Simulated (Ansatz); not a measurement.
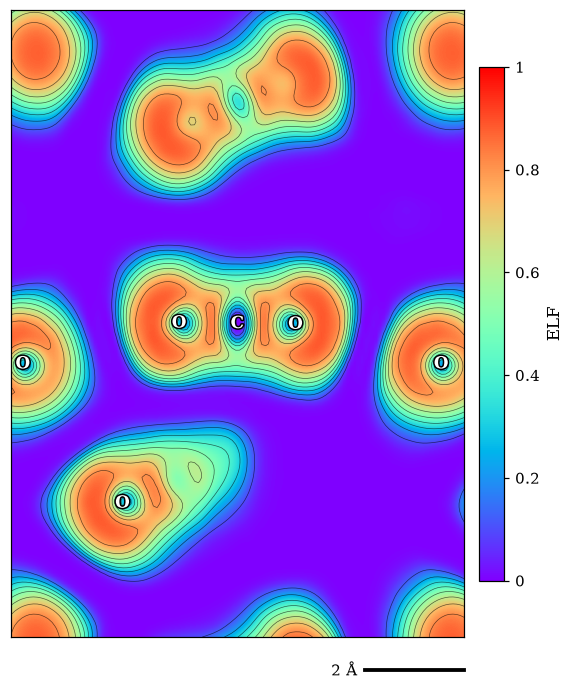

*CO$_{2}$ (amorphous cell). ELF on the (110) plane of the calculation cell.*

The calculation used Ansatz 0.2.0, DFT PBE-D3(BJ), scalar-relativistic, plane waves, PAW.

In a PAW calculation such maps are meaningful between the atoms, not at the nuclei.

Input file:

```
accuracy: low
crystal:
  lattice:
    - [8.406118, 0.0, 0.0]
    - [0.0, 8.406118, 0.0]
    - [0.0, 0.0, 8.406118]
  atoms:
    - { symbol: C, position: [0.5718995, 0.641772, 0.4388194] }
    - { symbol: O, position: [0.5497354, 0.6306122, 0.3008184] }
    - { symbol: O, position: [0.5940636, 0.6529318, 0.5768203] }
    - { symbol: C, position: [0.7110298, 0.3179744, 0.5551617] }
    - { symbol: O, position: [0.6229883, 0.3609822, 0.6554566] }
    - { symbol: O, position: [0.7990713, 0.2749666, 0.4548667] }
    - { symbol: C, position: [0.0187618, 0.6137926, 0.365773] }
    - { symbol: O, position: [0.027366, 0.5628612, 0.4961264] }
    - { symbol: O, position: [0.0101575, 0.664724, 0.2354196] }
    - { symbol: C, position: [0.3607336, 0.986039, 0.9337588] }
    - { symbol: O, position: [0.3609544, 0.9860407, 1.0739729] }
    - { symbol: O, position: [0.3605128, 0.9860373, 0.7935446] }
    - { symbol: C, position: [0.5261902, 0.2955675, 0.198486] }
    - { symbol: O, position: [0.4082783, 0.2377962, 0.2476724] }
    - { symbol: O, position: [0.6441022, 0.3533388, 0.1492996] }
    - { symbol: C, position: [0.113359, 0.9231009, 0.5756152] }
    - { symbol: O, position: [0.0818831, 0.8963104, 0.7095988] }
    - { symbol: O, position: [0.144835, 0.9498913, 0.4416317] }
    - { symbol: C, position: [0.2209846, 0.3821519, 0.7023014] }
    - { symbol: O, position: [0.1224666, 0.3199041, 0.6243304] }
    - { symbol: O, position: [0.3195026, 0.4443997, 0.7802723] }
    - { symbol: C, position: [0.6979569, 0.955993, 0.7928943] }
    - { symbol: O, position: [0.6739026, 1.028979, 0.9101738] }
    - { symbol: O, position: [0.7220111, 0.8830069, 0.6756149] }
    - { symbol: C, position: [0.9175343, 0.5001996, 0.9212733] }
    - { symbol: O, position: [1.0301316, 0.4744485, 1.000764] }
    - { symbol: O, position: [0.804937, 0.5259507, 0.8417825] }
    - { symbol: C, position: [0.5570225, 0.9722336, 0.3975722] }
    - { symbol: O, position: [0.6724323, 0.9869982, 0.3193249] }
    - { symbol: O, position: [0.4416127, 0.9574691, 0.4758194] }
basis:
  ecutwfc: 420.0
kpoints:
  mp_grid: { grid: [1, 1, 1] }
hamiltonian:
  xc: pbe
  dispersion: d3bj
scf:
  occupations: { method: fermi_dirac, width: 0.05 }
  lower_state_search: "off"
relax:
  f_tol: 0.3
  max_steps: 15
  adjacent_minimum: "off"
output:
  write_density: true
  write_potential: true
  elf: true
  volumetric_format: npy
```

Run with:

```sh
ansatz run input.yaml --threads 1 --pin off --max-ram 3072MiB --backend cpu --events-out ev --progress --plain --runs-dir out
```

The fields are those of the relaxed geometry.

Interpret the plot.

Atoms in the plane: O and C. Atoms just off the plane (C, 0.4 Å away and O, 0.4 Å away) can leave unmarked features too. C–O (1.17 Å): the ELF peaks at about 0.85 between the atoms (inside overlapping PAW spheres, so only a guide): a multiple bond. The ELF also peaks beside O, away from the bonds: lone-pair regions.
